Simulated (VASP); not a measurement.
## Geometry relaxation of C (part 3 of 3)

The same run, continued: C (4 atoms in the cell); Kohn-Sham DFT of a periodic cell, r2SCAN with rVV10, VASP PAW PBE potentials, recommended, no spin polarisation (VASP 6.6.1); cutoff 600 eV, 21×21×6 k-mesh, Gaussian smearing of 0.1 eV. The structure derives from a Materials Project entry.

Geometry of the input (Å; fractional positions):
```
2.4673  0.0000  0.0000
-1.2336  2.1367  0.0000
0.0000  0.0000  7.8031
C  0.0000  0.0000  0.2500
C  0.0000  0.0000  0.7500
C  0.3333  0.6667  0.2500
C  0.6667  0.3333  0.7500
```

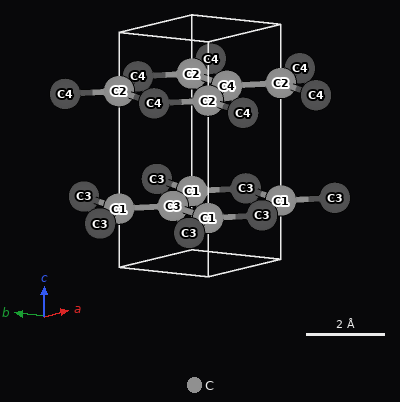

Figure 1. The geometry at step 6 of the log (ball-and-stick view of the cell of the calculation, seen at an oblique angle; neighbours outside the cell are drawn fainter; atoms are numbered from 1 in the order of the input).

## Parts of OUTCAR, continued
```
 -----------------------------------------------------------------------------------
     -0.00000      0.00000      1.94523         0.000000      0.000000      0.000000
     -0.00000      0.00000      5.83569        -0.000000     -0.000000      0.000000
     -0.00000      1.41757      1.94523         0.000000     -0.000000     -0.000000
      1.22765      0.70878      5.83569        -0.000000      0.000000      0.000000
 -----------------------------------------------------------------------------------
    total drift:                               -0.000000      0.000000      0.000000

  FREE ENERGIE OF THE ION-ELECTRON SYSTEM (eV)
  ---------------------------------------------------
  free  energy   TOTEN  =       -39.3830324542 eV

  energy  without entropy=      -39.3824113381  energy(sigma->0) =      -39.38272190

 E-fermi :   3.5284     XC(G=0): -10.2399     alpha+bet : -9.9517

 val. band max:        3.5263492227   @ k =   0.3333   0.3333   0.1667
 cond. band min:       3.5294982972   @ k =   0.3333   0.3333   0.3333
 fundamental gap:      0.0031490745
 Fermi energy:         3.5284073852

 k-point     1 :       0.0000    0.0000    0.0000
  band No.  band energies     occupation
      1     -17.3785      2.00000
      2     -17.2861      2.00000
      3      -5.0847      2.00000
      4      -4.1317      2.00000
      5       0.3055      2.00000
      6       0.3055      2.00000
      7       0.3096      2.00000
      8       0.3096      2.00000
      9       6.8046      0.00000
     10      11.3647      0.00000
     11      12.2474      0.00000
     12      12.2474      0.00000

 k-point     2 :       0.0476   -0.0000    0.0000
  band No.  band energies     occupation
      1     -17.3213      2.00000
      2     -17.2292      2.00000
      3      -5.0153      2.00000
      4      -4.0646      2.00000
      5       0.0661      2.00000
      6       0.0717      2.00000
      7       0.1801      2.00000
      8       0.1852      2.00000
      9       6.8757      0.00000
     10      11.4279      0.00000
     11      12.2793      0.00000
     12      12.3011      0.00000

 k-point     3 :       0.0952   -0.0000    0.0000
  band No.  band energies     occupation
      1     -17.1498      2.00000
      2     -17.0587      2.00000
      3      -4.8082      2.00000
      4      -3.8640      2.00000
      5      -0.6038      2.00000
      6      -0.5946      2.00000
      7      -0.1623      2.00000
      8      -0.1553      2.00000
      9       7.0893      0.00000
     10      11.6159      0.00000
     11      12.3257      0.00000
     12      12.3665      0.00000

 k-point     4 :       0.1429   -0.0000    0.0000
  band No.  band energies     occupation
      1     -16.8647      2.00000
      2     -16.7753      2.00000
      3      -4.4648      2.00000
      4      -3.5318      2.00000
      5      -1.5942      2.00000
      6      -1.5802      2.00000
      7      -0.6449      2.00000
      8      -0.6361      2.00000
      9       7.4456      0.00000
     10      11.9212      0.00000
     11      12.3033      0.00000
     12      12.3694      0.00000

 k-point     5 :       0.1905   -0.0000    0.0000
  band No.  band energies     occupation
      1     -16.4670      2.00000
      2     -16.3800      2.00000
      3      -3.9880      2.00000
      4      -3.0714      2.00000
      5      -2.7886      2.00000
      6      -2.7694      2.00000
      7      -1.1872      2.00000
      8      -1.1769      2.00000
      9       7.9444      0.00000
     10      12.1851      0.00000
     11      12.2761      0.00000
     12      12.2905      0.00000

 [... the levels of 18 k-points are left out ...]

 k-point    24 :       0.1905    0.0952    0.0000
  band No.  band energies     occupation
      1     -15.7900      2.00000
      2     -15.7069      2.00000
      3      -4.1564      2.00000
      4      -4.1349      2.00000
      5      -3.1815      2.00000
      6      -2.3548      2.00000
      7      -2.3422      2.00000
      8      -2.2959      2.00000
      9       8.8013      0.00000
     10      11.3210      0.00000
     11      11.5357      0.00000
     12      12.9082      0.00000

 [... further k-points ...]

[... ionic steps 4 to 9 ...]

--------------------------------------- Ionic step       10  -------------------------------------------

 number of electron      16.0000000 magnetization

------------------------ aborting loop because EDIFF is reached ----------------------------------------

  FORCE on cell =-STRESS in cart. coord.  units (eV):
  Direction    XX          YY          ZZ          XY          YZ          ZX
  --------------------------------------------------------------------------------------
  -------------------------------------------------------------------------------------
  Total        0.0748533      0.0748533      0.0009353      0.0000000     -0.0000000      0.0000000
  in kB        3.4726499      3.4726499      0.0433893      0.0000000     -0.0000000      0.0000000
  external PRESSURE =       2.3295630 kB  Pullay stress =       0.0000000 kB

 VOLUME and BASIS-vectors are now :
 -----------------------------------------------------------------------------
  energy-cutoff  :      600.00
  volume of cell :       34.54
      direct lattice vectors                 reciprocal lattice vectors
     2.455299842 -0.000000000 -0.000000000     0.407282232  0.235144506 -0.000000000
    -1.227649921  2.126352038  0.000000000    -0.000000000  0.470289012 -0.000000000
     0.000000000  0.000000000  6.614858389     0.000000000  0.000000000  0.151174816

 POSITION                                       TOTAL-FORCE (eV/Angst)
 -----------------------------------------------------------------------------------
      0.00000      0.00000      1.65371         0.000000     -0.000000      0.000000
      0.00000      0.00000      4.96114        -0.000000      0.000000     -0.000000
     -0.00000      1.41757      1.65371         0.000000      0.000000      0.000000
      1.22765      0.70878      4.96114        -0.000000     -0.000000     -0.000000
 -----------------------------------------------------------------------------------
    total drift:                               -0.000000      0.000000      0.000000

  FREE ENERGIE OF THE ION-ELECTRON SYSTEM (eV)
  ---------------------------------------------------
  free  energy   TOTEN  =       -39.4612190923 eV

  energy  without entropy=      -39.4606343854  energy(sigma->0) =      -39.46092674

--------------------------------------- Ionic step       11  -------------------------------------------

 number of electron      16.0000000 magnetization

------------------------ aborting loop because EDIFF is reached ----------------------------------------

  FORCE on cell =-STRESS in cart. coord.  units (eV):
  Direction    XX          YY          ZZ          XY          YZ          ZX
  --------------------------------------------------------------------------------------
  -------------------------------------------------------------------------------------
  Total       -0.8852422     -0.8852422     -0.0034063      0.0000000      0.0000000     -0.0000000
  in kB      -40.7395415    -40.7395415     -0.1567615      0.0000000      0.0000000     -0.0000000
  external PRESSURE =     -27.2119482 kB  Pullay stress =       0.0000000 kB

 VOLUME and BASIS-vectors are now :
 -----------------------------------------------------------------------------
  energy-cutoff  :      600.00
  volume of cell :       34.81
      direct lattice vectors                 reciprocal lattice vectors
     2.463763043 -0.000000000 -0.000000000     0.405883189  0.234336768 -0.000000000
    -1.231881522  2.133681385  0.000000000     0.000000000  0.468673536  0.000000000
     0.000000000 -0.000000000  6.622592940     0.000000000  0.000000000  0.150998258

 POSITION                                       TOTAL-FORCE (eV/Angst)
 -----------------------------------------------------------------------------------
      0.00000     -0.00000      1.65565         0.000000     -0.000000      0.000000
      0.00000     -0.00000      4.96694        -0.000000      0.000000      0.000000
     -0.00000      1.42245      1.65565        -0.000000     -0.000000     -0.000000
      1.23188      0.71123      4.96694         0.000000      0.000000      0.000000
 -----------------------------------------------------------------------------------
    total drift:                               -0.000000      0.000000      0.000000

  FREE ENERGIE OF THE ION-ELECTRON SYSTEM (eV)
  ---------------------------------------------------
  free  energy   TOTEN  =       -39.4584036871 eV

  energy  without entropy=      -39.4578188767  energy(sigma->0) =      -39.45811128

--------------------------------------- Ionic step       12  -------------------------------------------

 number of electron      16.0000000 magnetization

 Free energy of the ion-electron system (eV)
  ---------------------------------------------------
  ext. energy  EPLUGINS =         0.00000000
  ---------------------------------------------------
  free energy    TOTEN  =       -39.46123785 eV

  energy without entropy =      -39.46065314  energy(sigma->0) =      -39.46094549

 E-fermi :   4.7903     XC(G=0): -11.3168     alpha+bet :-11.6011

 val. band max:        4.7778976006   @ k =   0.3333   0.3333   0.1667
 cond. band min:       4.7991531754   @ k =   0.3333   0.3333   0.3333
 fundamental gap:      0.0212555748
 Fermi energy:         4.7902611458

 k-point     1 :       0.0000    0.0000    0.0000
  band No.  band energies     occupation
      1     -16.1838      2.00000
      2     -15.8491      2.00000
      3      -4.3251      2.00000
      4      -2.1333      2.00000
      5       1.6099      2.00000
      6       1.6099      2.00000
      7       1.6323      2.00000
      8       1.6323      2.00000
      9       9.2690      0.00000
     10      13.5261      0.00000
     11      13.5261      0.00000
     12      13.5883      0.00000

 k-point     2 :       0.0476   -0.0000    0.0000
  band No.  band energies     occupation
      1     -16.1263      2.00000
      2     -15.7925      2.00000
      3      -4.2552      2.00000
      4      -2.0678      2.00000
      5       1.3677      2.00000
      6       1.3969      2.00000
      7       1.4826      2.00000
      8       1.5098      2.00000
      9       9.3364      0.00000
     10      13.5569      0.00000
     11      13.6303      0.00000
     12      13.7763      0.00000

 k-point     3 :       0.0952   -0.0000    0.0000
  band No.  band energies     occupation
      1     -15.9538      2.00000
      2     -15.6232      2.00000
      3      -4.0464      2.00000
      4      -1.8720      2.00000
      5       0.6912      2.00000
      6       0.7364      2.00000
      7       1.1367      2.00000
      8       1.1732      2.00000
      9       9.5392      0.00000
     10      13.5954      0.00000
     11      13.7070      0.00000
     12      14.4914      0.00000

 k-point     4 :       0.1429   -0.0000    0.0000
  band No.  band energies     occupation
      1     -15.6672      2.00000
      2     -15.3418      2.00000
      3      -3.7001      2.00000
      4      -1.5480      2.00000
      5      -0.3076      2.00000
      6      -0.2420      2.00000
      7       0.6508      2.00000
      8       0.6959      2.00000
      9       9.8778      0.00000
     10      13.5540      0.00000
     11      13.7305      0.00000
     12      15.3490      0.00000

 k-point     5 :       0.1905   -0.0000    0.0000
  band No.  band energies     occupation
      1     -15.2674      2.00000
      2     -14.9491      2.00000
      3      -3.2187      2.00000
      4      -1.5107      2.00000
      5      -1.4233      2.00000
      6      -1.0999      2.00000
      7       0.1061      2.00000
      8       0.1579      2.00000
      9      10.3515      0.00000
     10      13.4101      0.00000
     11      13.6625      0.00000
     12      14.0899      0.00000

 [... the levels of 18 k-points are left out ...]

 k-point    24 :       0.1905    0.0952    0.0000
  band No.  band energies     occupation
      1     -14.5866      2.00000
      2     -14.2805      2.00000
      3      -2.8812      2.00000
      4      -2.7872      2.00000
      5      -2.4032      2.00000
      6      -1.0643      2.00000
      7      -1.0045      2.00000
      8      -0.3473      2.00000
      9      11.1697      0.00000
     10      12.3884      0.00000
     11      13.0156      0.00000
     12      14.1137      0.00000

 [... further k-points ...]

------------------------ aborting loop because EDIFF is reached ----------------------------------------

  FORCE on cell =-STRESS in cart. coord.  units (eV):
  Direction    XX          YY          ZZ          XY          YZ          ZX
  --------------------------------------------------------------------------------------
  -------------------------------------------------------------------------------------
  Total        0.0005586      0.0005586      0.0006853      0.0000000      0.0000000      0.0000000
  in kB        0.0258987      0.0258987      0.0317755      0.0000000      0.0000000      0.0000000
  external PRESSURE =       0.0278576 kB  Pullay stress =       0.0000000 kB

 VOLUME and BASIS-vectors are now :
 -----------------------------------------------------------------------------
  energy-cutoff  :      600.00
  volume of cell :       34.56
      direct lattice vectors                 reciprocal lattice vectors
     2.455949361 -0.000000000 -0.000000000     0.407174519  0.235082318 -0.000000000
    -1.227974680  2.126914537  0.000000000     0.000000000  0.470164636 -0.000000000
     0.000000000  0.000000000  6.615451986     0.000000000  0.000000000  0.151161251

 POSITION                                       TOTAL-FORCE (eV/Angst)
 -----------------------------------------------------------------------------------
      0.00000      0.00000      1.65386        -0.000000      0.000000      0.000000
      0.00000      0.00000      4.96159         0.000000     -0.000000      0.000000
     -0.00000      1.41794      1.65386         0.000000     -0.000000     -0.000000
      1.22797      0.70897      4.96159        -0.000000      0.000000      0.000000
 -----------------------------------------------------------------------------------
    total drift:                               -0.000000      0.000000      0.000000

  FREE ENERGIE OF THE ION-ELECTRON SYSTEM (eV)
  ---------------------------------------------------
  free  energy   TOTEN  =       -39.4612378530 eV

  energy  without entropy=      -39.4606531367  energy(sigma->0) =      -39.46094549

 reached required accuracy - stopping structural energy minimisation
```

## CONTCAR
```
C
   1.00000000000000
     2.4559493606374945   -0.0000000000000000   -0.0000000000000000
    -1.2279746803187472    2.1269145370204883    0.0000000000000000
     0.0000000000000000    0.0000000000000000    6.6154519858085719
  C
     4
Direct
     0.0000000000000000    0.0000000000000000    0.2500000000000000
     0.0000000000000000    0.0000000000000000    0.7500000000000000
     0.3333333300000021    0.6666666699999979    0.2500000000000000
     0.6666666699999979    0.3333333300000021    0.7500000000000000

  0.00000000E+00  0.00000000E+00  0.00000000E+00
  0.00000000E+00  0.00000000E+00  0.00000000E+00
  0.00000000E+00  0.00000000E+00  0.00000000E+00
  0.00000000E+00  0.00000000E+00  0.00000000E+00
```

## Trajectory as extended XYZ (Å, eV, eV/Å), 12 frames, from step=0 to step=11
```
4
Lattice="2.4673 0.0000 0.0000 -1.2336 2.1367 0.0000 0.0000 0.0000 7.8031" Properties=species:S:1:pos:R:3:forces:R:3 step=0 energy=-39.37630
C     0.0000    0.0000    1.9508    0.0000   0.0000   0.0000
C     0.0000    0.0000    5.8523    0.0000   0.0000   0.0000
C     0.0000    1.4245    1.9508    0.0000   0.0000   0.0000
C     1.2336    0.7122    5.8523    0.0000   0.0000   0.0000
4
Lattice="2.4327 0.0000 -0.0000 -1.2163 2.1067 -0.0000 -0.0000 0.0000 7.7391" Properties=species:S:1:pos:R:3:forces:R:3 step=1 energy=-39.35877
C    -1.2163    2.1067    1.9348    0.0000   0.0000   0.0000
C     0.0000    0.0000    5.8043    0.0000   0.0000   0.0000
C     0.0000    1.4045    1.9348    0.0000   0.0000   0.0000
C     1.2163    0.7022    5.8043    0.0000   0.0000   0.0000
4
Lattice="2.4553 0.0000 -0.0000 -1.2277 2.1264 -0.0000 -0.0000 0.0000 7.7809" Properties=species:S:1:pos:R:3:forces:R:3 step=2 energy=-39.38303
C     0.0000    0.0000    1.9452    0.0000   0.0000   0.0000
C     0.0000    0.0000    5.8357    0.0000   0.0000   0.0000
C     0.0000    1.4176    1.9452    0.0000   0.0000   0.0000
C     1.2277    0.7088    5.8357    0.0000   0.0000   0.0000
4
Lattice="2.4553 -0.0000 -0.0000 -1.2277 2.1264 0.0000 0.0000 0.0000 7.7160" Properties=species:S:1:pos:R:3:forces:R:3 step=3 energy=-39.38876
C     0.0000    0.0000    1.9290    0.0000   0.0000   0.0000
C     1.2277    2.1264    5.7870    0.0000   0.0000   0.0000
C     0.0000    1.4176    1.9290    0.0000   0.0000   0.0000
C     1.2277    0.7088    5.7870    0.0000   0.0000   0.0000
4
Lattice="2.4553 -0.0000 -0.0000 -1.2277 2.1264 0.0000 0.0000 0.0000 7.5213" Properties=species:S:1:pos:R:3:forces:R:3 step=4 energy=-39.40607
C     0.0000    0.0000    1.8803    0.0000   0.0000   0.0000
C     0.0000    0.0000    5.6409    0.0000   0.0000   0.0000
C     0.0000    1.4176    1.8803    0.0000   0.0000   0.0000
C     1.2277    0.7088    5.6409    0.0000   0.0000   0.0000
4
Lattice="2.4553 -0.0000 -0.0000 -1.2277 2.1264 0.0000 0.0000 0.0000 7.1318" Properties=species:S:1:pos:R:3:forces:R:3 step=5 energy=-39.43855
C     0.0000    0.0000    1.7829    0.0000   0.0000   0.0000
C     1.2276    2.1264    5.3488    0.0000   0.0000   0.0000
C     0.0000    1.4176    1.7829    0.0000   0.0000   0.0000
C     1.2276    0.7088    5.3488    0.0000   0.0000   0.0000
4
Lattice="2.4553 -0.0000 -0.0000 -1.2276 2.1264 0.0000 0.0000 0.0000 6.3528" Properties=species:S:1:pos:R:3:forces:R:3 step=6 energy=-39.45166
C     0.0000    0.0000    1.5882    0.0000   0.0000   0.0000
C     0.0000    0.0000    4.7646    0.0000   0.0000   0.0000
C     0.0000    1.4176    1.5882    0.0000   0.0000   0.0000
C     1.2276    0.7088    4.7646    0.0000   0.0000   0.0000
4
Lattice="2.4553 -0.0000 -0.0000 -1.2276 2.1264 0.0000 0.0000 0.0000 6.7319" Properties=species:S:1:pos:R:3:forces:R:3 step=7 energy=-39.45974
C     0.0000    0.0000    1.6830    0.0000   0.0000   0.0000
C     0.0000    0.0000    5.0489    0.0000   0.0000   0.0000
C     0.0000    1.4176    1.6830    0.0000   0.0000   0.0000
C     1.2276    0.7088    5.0489    0.0000   0.0000   0.0000
4
Lattice="2.4553 -0.0000 -0.0000 -1.2276 2.1264 0.0000 0.0000 0.0000 6.6381" Properties=species:S:1:pos:R:3:forces:R:3 step=8 energy=-39.46116
C     0.0000    0.0000    1.6595    0.0000   0.0000   0.0000
C     0.0000    0.0000    4.9786    0.0000   0.0000   0.0000
C     0.0000    1.4176    1.6595    0.0000   0.0000   0.0000
C     1.2276    0.7088    4.9786    0.0000   0.0000   0.0000
4
Lattice="2.4553 -0.0000 -0.0000 -1.2276 2.1264 0.0000 0.0000 0.0000 6.6149" Properties=species:S:1:pos:R:3:forces:R:3 step=9 energy=-39.46122
C     0.0000    0.0000    1.6537    0.0000   0.0000   0.0000
C     0.0000    0.0000    4.9611    0.0000   0.0000   0.0000
C     0.0000    1.4176    1.6537    0.0000   0.0000   0.0000
C     1.2276    0.7088    4.9611    0.0000   0.0000   0.0000
4
Lattice="2.4638 -0.0000 -0.0000 -1.2319 2.1337 0.0000 0.0000 -0.0000 6.6226" Properties=species:S:1:pos:R:3:forces:R:3 step=10 energy=-39.45840
C     0.0000    0.0000    1.6556    0.0000   0.0000   0.0000
C     0.0000    0.0000    4.9669    0.0000   0.0000   0.0000
C     0.0000    1.4225    1.6556    0.0000   0.0000   0.0000
C     1.2319    0.7112    4.9669    0.0000   0.0000   0.0000
4
Lattice="2.4559 -0.0000 -0.0000 -1.2280 2.1269 0.0000 0.0000 0.0000 6.6155" Properties=species:S:1:pos:R:3:forces:R:3 step=11 energy=-39.46124
C     0.0000    0.0000    1.6539    0.0000   0.0000   0.0000
C     0.0000    0.0000    4.9616    0.0000   0.0000   0.0000
C     0.0000    1.4179    1.6539    0.0000   0.0000   0.0000
C     1.2280    0.7090    4.9616    0.0000   0.0000   0.0000
```

## Summary

```csv
quantity,value
outcome,converged
space group (tolerance 0.01 Å),P6₃/mmc (194)
electrons treated,16
free energy,−39.4612 eV
gap on the k-point mesh,none (metallic)
pressure,0.00 GPa
final volume,34.56 Å³
largest force (length of the vector) at the end,under 0.001 eV/Å
final cell,"a = 2.456 Å, b = 2.456 Å, c = 6.615 Å, α = 90.00°, β = 90.00°, γ = 120.00°"
wall time,38 min
peak memory,0.33 GiB
```

## Remarks

The volume changed by more than 5 % on the plane waves of the start, so the result carries a basis error; a second relaxation from the end is advised.
